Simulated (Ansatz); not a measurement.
## Run report: BN, single-point calculation

System: BN (P6₃/mmc, 4 atoms in the cell).
Method: DFT, PBE, plane waves, PAW, spin-polarised (Ansatz 0.2.0).

The structure derives from an entry of the Crystallography Open Database. Figures and captions count atoms from 1; the log counts them from 0 in places.

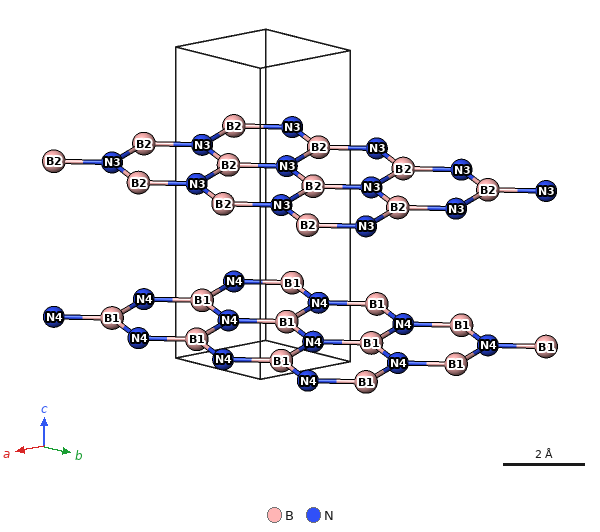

*The input geometry (ball-and-stick view of the cell of the calculation, repeated 3 × 4 × 1, seen at an oblique angle; atoms are numbered from 1 in the order of the input). An atom can appear more than once, as a periodic image.*

Near neighbours in the periodic cell (some may lie outside the picture): B has 3 N at 1.45 Å; N has 3 B at 1.45 Å.

Results in brief

| quantity | value |
| --- | --- |
| outcome | converged |
| space group (tolerance 0.01 Å) | P6₃/mmc (194) |
| electrons treated | 16 |
| free energy | −1084.8324 eV |
| Fermi energy | 2.213 eV |
| gap on the k-point mesh | 4.69 eV |
| net moment of the cell | 0.00 μB |
| integrated absolute moment | 0.00 μB |
| pressure | 0.18 GPa |
| largest force (length of the vector) | under 0.001 eV/Å |
| hardware | 4 threads of Arm Neoverse V2, 24 GiB of memory available, shared host |
| peak memory | 0.26 GiB |

Notes

Settings chosen away from the usual ones: magnetization = {"spin_polarized": true}, kpoints.mp_grid.grid = [5, 5, 1], scf.occupations.width = null, scf.occupations.method = "tetrahedron_uncorrected". These settings are looser than, or depart from, a standard set-up, so the numbers are not reference values for this system. Warnings of the run: spin is on but no starting moments are given. So coarse a mesh can miss the band edges, so the true gap of this method can be much smaller, or zero.

Input file
```yaml
crystal:
  lattice:
    - [2.512179177458, 2.886759202671e-11, 0.0]
    - [-1.256089588754, 2.175610986522, 0.0]
    - [0.0, 0.0, 8.3870107525]
  atoms:
    - { symbol: B, position: [0.3333333333333, 0.6666666666667, 0.25] }
    - { symbol: B, position: [0.6666666666667, 0.3333333333333, 0.75] }
    - { symbol: "N", position: [0.3333333333333, 0.6666666666667, 0.75] }
    - { symbol: "N", position: [0.6666666666667, 0.3333333333333, 0.25] }
basis:
  ecutwfc: 420
  ecutrho_ratio: 4
kpoints:
  mp_grid: { grid: [5, 5, 1] }
hamiltonian:
  xc: pbe
scf:
  occupations: { method: tetrahedron_uncorrected }
output:
  forces: true
  stress: true
  write_density: true
  write_potential: true
  elf: true
  volumetric_format: npy
magnetization:
  spin_polarized: true
```

Run as:
```bash
ansatz run input.yaml --threads 4 --pin off --max-ram 7168MiB --backend cpu --events-out ev --progress --plain --runs-dir out
```

Log
```
band count auto-derived: 13 (N_el = 16.0; filled up to band 8; 12 by the electrons, moments and atoms)
Engine: ansatz 0.2.0, aarch64-unknown-linux-gnu
Pseudopotentials: kind: paw
Pseudopotential: B, paw, valence charge 3, recommended cutoff 420 eV (normal), B.paw.azcp
Pseudopotential: N, paw, valence charge 5, recommended cutoff 420 eV (normal), N.paw.azcp
Functional definition: PBE
  parameter kappa = 0.804
  parameter beta = 0.06672455060314922
  exchange = pbe_x(kappa = kappa, mu = beta*pi^2/3)
  correlation = pbe_c(beta = beta)
Crystal: 4 atoms, lattice volume = 45.839 Å³
Basis set: ecut = 420 eV, 887 PW (Γ), exchange–correlation on 36×36×120 points (8 copies of the dense FFT grid, shifted against one another)
Bands: 13, of which v1, the nominal top of the filled ones, is band 8 counted from 1 (7 counted from 0)
Symmetry: 24 space group operations
Space group: P63/mmc (ITA 194), of the structure as read, at distance tolerance 3.6e-5 Å
k-points: 5 of 25
Non-local potential: B, projectors of the file, l = 0: 2, l = 1: 2, l = 2: 1
Non-local potential: N, projectors of the file, l = 0: 2, l = 1: 2, l = 2: 1
PAW form: soft (Blöchl's): semilocal exchange-correlation on the pseudo side does not see the compensation charge
PAW one-centre angular grid: B, 110 points (default); XC on 64 Gauss nodes
PAW one-centre angular grid: N, 110 points (default); XC on 64 Gauss nodes
Initial density: superposition of atomic densities (chi_scale 0.1, normalization cell, long waves kept (reshape's long-wave potential 0.03 eV rms))
Initial wavefunctions: pseudopotential atomic-orbital guess
Functional: x = pbe(κ = 0.804, μ = 0.2195149727645171), c = pbe(β = 0.06672455060314922)
SCF iter   1: F=—  HF=-1087.671380 eV  |F-HF|=—  |Δ(HF+E_count)|=         —  Δρ=6.48e-2 (↑6.48e-2 ↓6.48e-2)  dr2=7.91e0  dr2_m=0.00e0  M=0.000 μB ∫|m|=0.000 μB  β_m=0.30  ethr=3.10e-3  ⟨swp⟩=6.6  Hψ=388  notcnv=0
preconditioner: auto → none  [insulator: Δε(μ)=6.378 eV  Ē_g=17.552 eV  n_scr=6 (ndim 8)  ℏωp=21.9 eV  f_vac=0.102  ε∞_Penn≈2.6]
SCF iter   2: F=—  HF=-1085.311126 eV  |F-HF|=—  |Δ(HF+E_count)|=    2.36e0  Δρ=2.99e-2 (↑2.99e-2 ↓2.99e-2)  dr2=1.34e0  dr2_m=0.00e0  M=0.000 μB ∫|m|=0.000 μB  β_m=0.38  ethr=3.10e-3  ⟨swp⟩=3.0  Hψ=177  notcnv=0  defer=5
SCF iter   3: F=—  HF=-1084.862164 eV  |F-HF|=—  |Δ(HF+E_count)|=   4.49e-1  Δρ=1.28e-2 (↑1.28e-2 ↓1.28e-2)  dr2=1.55e-1  dr2_m=0.00e0  M=0.000 μB ∫|m|=0.000 μB  β_m=0.51  ethr=3.10e-3  ⟨swp⟩=3.0  Hψ=141  notcnv=0  defer=5
SCF iter   4: F=—  HF=-1084.831792 eV  |F-HF|=—  |Δ(HF+E_count)|=   3.04e-2  Δρ=2.25e-3 (↑2.25e-3 ↓2.25e-3)  dr2=3.96e-3  dr2_m=0.00e0  M=0.000 μB ∫|m|=0.000 μB  β_m=0.73  ethr=9.72e-4  ⟨swp⟩=3.0  Hψ=145  notcnv=0  defer=5
SCF iter   5: F=—  HF=-1084.832481 eV  |F-HF|=—  |Δ(HF+E_count)|=   6.88e-4  Δρ=3.00e-4 (↑3.00e-4 ↓3.00e-4)  dr2=1.28e-4  dr2_m=0.00e0  M=0.000 μB ∫|m|=0.000 μB  β_m=0.72  ethr=2.47e-5  ⟨swp⟩=2.6  Hψ=133  notcnv=0  defer=5
SCF iter   6: F=—  HF=-1084.832435 eV  |F-HF|=—  |Δ(HF+E_count)|=   4.58e-5  Δρ=2.50e-5 (↑2.50e-5 ↓2.50e-5)  dr2=3.14e-7  dr2_m=0.00e0  M=0.000 μB ∫|m|=0.000 μB  β_m=0.86  ethr=7.98e-7  ⟨swp⟩=2.4  Hψ=111  notcnv=0  defer=5
SCF iter   7: F=—  HF=-1084.832363 eV  |F-HF|=—  |Δ(HF+E_count)|=   7.21e-5  Δρ=3.19e-6 (↑3.19e-6 ↓3.19e-6)  dr2=9.13e-9  dr2_m=0.00e0  M=0.000 μB ∫|m|=0.000 μB  β_m=0.78  ethr=6.25e-10  ⟨swp⟩=12.4  Hψ=498  notcnv=0
iter 8 met the thresholds in force, and the SCF goes on: an eigenvalue changes by 10.38 meV, over its tolerance of 10.00 meV (output.eigenvalues, Limitations)
SCF iter   8: F=-1084.832363 eV  HF=-1084.832363 eV  |F-HF|=9.76e-10  |Δ(HF+E_count)|=   6.89e-9  Δρ=9.60e-7 (↑9.60e-7 ↓9.60e-7)  dr2=8.73e-10  dr2_m=0.00e0  M=0.000 μB ∫|m|=0.000 μB  β_m=0.89  ethr=5.71e-11  ⟨swp⟩=4.8  Hψ=354  notcnv=0
SCF iter   9: F=-1084.832363 eV  HF=-1084.832363 eV  |F-HF|=1.00e-11  |Δ(HF+E_count)|=   1.18e-9  Δρ=4.28e-8 (↑4.28e-8 ↓4.28e-8)  dr2=1.70e-12  dr2_m=0.00e0  M=0.000 μB ∫|m|=0.000 μB  ethr=5.46e-12  ⟨swp⟩=4.0  Hψ=330  notcnv=0
SCF 1 converged in 9 iterations: F = -1084.832363 eV  dr2 = 1.70e-12
  greatest PAW one-centre occupation: 0.796 electrons in one spin orbital (limit 2), on the N atom at site 3 (counted from 0), in its partial waves of l = 0
SCF converged after 9 iterations
an eigenvalue changed by more than its tolerance at an iteration that met the thresholds in force, so the SCF went on 1 time: the last check found none over its tolerance
Magnetization: 0.0000 μB (8.0000 up, 8.0000 down)
Absolute magnetization: 0.0000 μB (∫|ρ↑−ρ↓|)
Spin contamination: 0.0000 ħ² per cell (⟨S²⟩ above its minimum at these occupations)
Per-site moments (μB) at R_I (Å): [(0.0, 0.5982930212975865), (0.0, 0.5982930212975865), (0.0, 0.5982930212975865), (0.0, 0.5982930212975865)]
Free energy (F): -1084.832363 eV
Harris-Foulkes:  -1084.832363 eV  (|F-HF|=1.00e-11)
Internal energy: -1084.832363 eV  (E = F + TS)
E sigma→0 (E₀):  -1084.832363 eV
Fermi energy:    2.213208 eV
--- Per-component energies (eV) ---
  E_band       = -73.253693
  E_kinetic    = 365.700608
  E_local      = -964.466041  (includes V_loc(G=0)·N_el)
  E_nonlocal   = 115.377575
  E_hartree    = 341.979136
  E_xc         = -184.037342
  E_vxc        = -228.263174  (∫ρ·V_xc dr)
  E_paw        = -413.525346  (= ΣΔE_a)
  E_vpaw       = -45.561155  (= ΣTr[D̂ρ^β])
  E_aug_tail   = 0.000196  (compensation charges beyond the density's cutoff)
  E_ewald      = -345.861148
  E_smearing   = -0.000000  (= −TS)
  E_closure    = 0.000000  (closes the sum)
  Σ components = -1084.832363   (vs F -1084.832363, Δ=0.00e0)
--- Forces (eV/Å), atoms counted from 1 ---
  atom   1  B      0.00000000    -0.00000000     0.00000000
  atom   2  B      0.00000000     0.00000000     0.00000000
  atom   3  N     -0.00000000    -0.00000000     0.00000000
  atom   4  N      0.00000000     0.00000000     0.00000000
  max |Σ_I F_I| component: 3.70e-16 eV/Å
--- Stress (GPa, compression-positive) ---
        0.006090      -0.000000       0.000000
        0.000000       0.006090       0.000000
        0.000000       0.000000       0.540851
  P = ⅓ Tr σ = 0.1843 GPa (1.843 kbar)
--- Band table (eV; the first three rows and the last of 10) ---
  k-point 0 ↑: bands = ["-15.0973", "-15.0585", "-2.9558", "-2.3715", "1.1842", "1.1842", "1.1855", "1.1855", "6.9062", "10.2380", "12.5266", "14.0583", "14.0583"]
  k-point 1 ↑: bands = ["-14.3489", "-14.3144", "-1.9284", "-1.4710", "-1.4656", "-1.3868", "0.0118", "0.0159", "8.1684", "10.6286", "12.7614", "12.8945", "13.6528"]
  k-point 2 ↑: bands = ["-12.5293", "-12.5102", "-5.5068", "-5.4986", "-1.3909", "-1.3860", "0.6930", "1.0526", "8.1675", "8.5118", "11.2015", "12.4622", "13.4911"]
  k-point 4 ↓: bands = ["-11.6965", "-11.6905", "-5.8709", "-5.8597", "-3.3776", "-3.3712", "2.0461", "2.2132", "7.2405", "7.4438", "14.1004", "14.8776", "15.0922"]
```

File rho_z.tsv
```
# z_ang	rho[e/angstrom^3]	rho_spin[e/angstrom^3]
# format = ansatz-planar-average/11
# lattice	2.512179177	0.000000000	0.000000000
# lattice	-1.256089589	2.175610987	0.000000000
# lattice	0.000000000	0.000000000	8.387010753
# sites	4
# site	5	-0.000000000	1.450407324	2.096752688
# site	5	1.256089589	0.725203662	6.290258064
# site	7	-0.000000000	1.450407324	6.290258064
# site	7	1.256089589	0.725203662	2.096752688
0.000000	6.518984e-3	0.000000e0
0.139784	7.286358e-3	0.000000e0
0.279567	9.792282e-3	0.000000e0
0.419351	1.468842e-2	0.000000e0
0.559134	2.295520e-2	0.000000e0
0.698918	3.648282e-2	0.000000e0
0.838701	5.854816e-2	0.000000e0
0.978485	9.419842e-2	0.000000e0
1.118268	1.504075e-1	0.000000e0
1.258052	2.375797e-1	0.000000e0
1.397835	3.693795e-1	0.000000e0
1.537619	5.582765e-1	0.000000e0
1.677402	7.979032e-1	0.000000e0
1.817186	1.037128e0	0.000000e0
1.956969	1.205589e0	0.000000e0
2.096753	1.264389e0	0.000000e0
2.236536	1.205589e0	0.000000e0
2.376320	1.037128e0	0.000000e0
2.516103	7.979032e-1	0.000000e0
2.655887	5.582765e-1	0.000000e0
2.795670	3.693795e-1	0.000000e0
2.935454	2.375797e-1	0.000000e0
3.075237	1.504075e-1	0.000000e0
3.215021	9.419842e-2	0.000000e0
3.354804	5.854816e-2	0.000000e0
3.494588	3.648282e-2	0.000000e0
3.634371	2.295520e-2	0.000000e0
3.774155	1.468842e-2	0.000000e0
3.913938	9.792282e-3	0.000000e0
4.053722	7.286358e-3	0.000000e0
4.193505	6.518984e-3	0.000000e0
4.333289	7.286358e-3	0.000000e0
4.473072	9.792282e-3	0.000000e0
4.612856	1.468842e-2	0.000000e0
4.752639	2.295520e-2	0.000000e0
4.892423	3.648282e-2	0.000000e0
5.032206	5.854816e-2	0.000000e0
5.171990	9.419842e-2	0.000000e0
5.311773	1.504075e-1	0.000000e0
5.451557	2.375797e-1	0.000000e0
5.591341	3.693795e-1	0.000000e0
5.731124	5.582765e-1	0.000000e0
5.870908	7.979032e-1	0.000000e0
6.010691	1.037128e0	0.000000e0
6.150475	1.205589e0	0.000000e0
6.290258	1.264389e0	0.000000e0
6.430042	1.205589e0	0.000000e0
6.569825	1.037128e0	0.000000e0
6.709609	7.979032e-1	0.000000e0
6.849392	5.582765e-1	0.000000e0
6.989176	3.693795e-1	0.000000e0
7.128959	2.375797e-1	0.000000e0
7.268743	1.504075e-1	0.000000e0
7.408526	9.419842e-2	0.000000e0
7.548310	5.854816e-2	0.000000e0
7.688093	3.648282e-2	0.000000e0
7.827877	2.295520e-2	0.000000e0
7.967660	1.468842e-2	0.000000e0
8.107444	9.792282e-3	0.000000e0
8.247227	7.286358e-3	0.000000e0
```

File v_z.tsv
```
# z_ang	v_es[eV]	v_tot_up[eV]	v_tot_dn[eV]
# format = ansatz-planar-average/11
# xc	pbe
# density_cutoff_ev	1680
# datasets	B=:simpson_from_first_knot:soft	N=:simpson_from_first_knot:soft
# lattice	2.512179177	0.000000000	0.000000000
# lattice	-1.256089589	2.175610987	0.000000000
# lattice	0.000000000	0.000000000	8.387010753
# sites	4
# site	5	-0.000000000	1.450407324	2.096752688
# site	5	1.256089589	0.725203662	6.290258064
# site	7	-0.000000000	1.450407324	6.290258064
# site	7	1.256089589	0.725203662	2.096752688
0.000000	8.217937e0	5.758582e0	5.758582e0
0.139784	8.208293e0	6.005056e0	6.005056e0
0.279567	8.168089e0	4.769309e0	4.769309e0
0.419351	8.097127e0	4.158569e0	4.158569e0
0.559134	7.968169e0	3.639554e0	3.639554e0
0.698918	7.762487e0	2.650544e0	2.650544e0
0.838701	7.417844e0	1.516760e0	1.516760e0
0.978485	6.872233e0	-2.090407e-1	-2.090407e-1
1.118268	5.966647e0	-2.257293e0	-2.257293e0
1.258052	4.614120e0	-5.048970e0	-5.048970e0
1.397835	2.211162e0	-8.838358e0	-8.838358e0
1.537619	-2.325073e0	-1.494509e1	-1.494509e1
1.677402	-8.514043e0	-2.237165e1	-2.237165e1
1.817186	-1.467772e1	-2.974114e1	-2.974114e1
1.956969	-1.909592e1	-3.480495e1	-3.480495e1
2.096753	-2.068017e1	-3.671358e1	-3.671358e1
2.236536	-1.909592e1	-3.480495e1	-3.480495e1
2.376320	-1.467772e1	-2.974114e1	-2.974114e1
2.516103	-8.514043e0	-2.237165e1	-2.237165e1
2.655887	-2.325073e0	-1.494509e1	-1.494509e1
2.795670	2.211162e0	-8.838358e0	-8.838358e0
2.935454	4.614120e0	-5.048970e0	-5.048970e0
3.075237	5.966647e0	-2.257293e0	-2.257293e0
3.215021	6.872233e0	-2.090407e-1	-2.090407e-1
3.354804	7.417844e0	1.516760e0	1.516760e0
3.494588	7.762487e0	2.650544e0	2.650544e0
3.634371	7.968169e0	3.639554e0	3.639554e0
3.774155	8.097127e0	4.158569e0	4.158569e0
3.913938	8.168089e0	4.769309e0	4.769309e0
4.053722	8.208293e0	6.005056e0	6.005056e0
4.193505	8.217937e0	5.758582e0	5.758582e0
4.333289	8.208293e0	6.005056e0	6.005056e0
4.473072	8.168089e0	4.769309e0	4.769309e0
4.612856	8.097127e0	4.158569e0	4.158569e0
4.752639	7.968169e0	3.639554e0	3.639554e0
4.892423	7.762487e0	2.650544e0	2.650544e0
5.032206	7.417844e0	1.516760e0	1.516760e0
5.171990	6.872233e0	-2.090407e-1	-2.090407e-1
5.311773	5.966647e0	-2.257293e0	-2.257293e0
5.451557	4.614120e0	-5.048970e0	-5.048970e0
5.591341	2.211162e0	-8.838358e0	-8.838358e0
5.731124	-2.325073e0	-1.494509e1	-1.494509e1
5.870908	-8.514043e0	-2.237165e1	-2.237165e1
6.010691	-1.467772e1	-2.974114e1	-2.974114e1
6.150475	-1.909592e1	-3.480495e1	-3.480495e1
6.290258	-2.068017e1	-3.671358e1	-3.671358e1
6.430042	-1.909592e1	-3.480495e1	-3.480495e1
6.569825	-1.467772e1	-2.974114e1	-2.974114e1
6.709609	-8.514043e0	-2.237165e1	-2.237165e1
6.849392	-2.325073e0	-1.494509e1	-1.494509e1
6.989176	2.211162e0	-8.838358e0	-8.838358e0
7.128959	4.614120e0	-5.048970e0	-5.048970e0
7.268743	5.966647e0	-2.257293e0	-2.257293e0
7.408526	6.872233e0	-2.090407e-1	-2.090407e-1
7.548310	7.417844e0	1.516760e0	1.516760e0
7.688093	7.762487e0	2.650544e0	2.650544e0
7.827877	7.968169e0	3.639554e0	3.639554e0
7.967660	8.097127e0	4.158569e0	4.158569e0
8.107444	8.168089e0	4.769309e0	4.769309e0
8.247227	8.208293e0	6.005056e0	6.005056e0
```
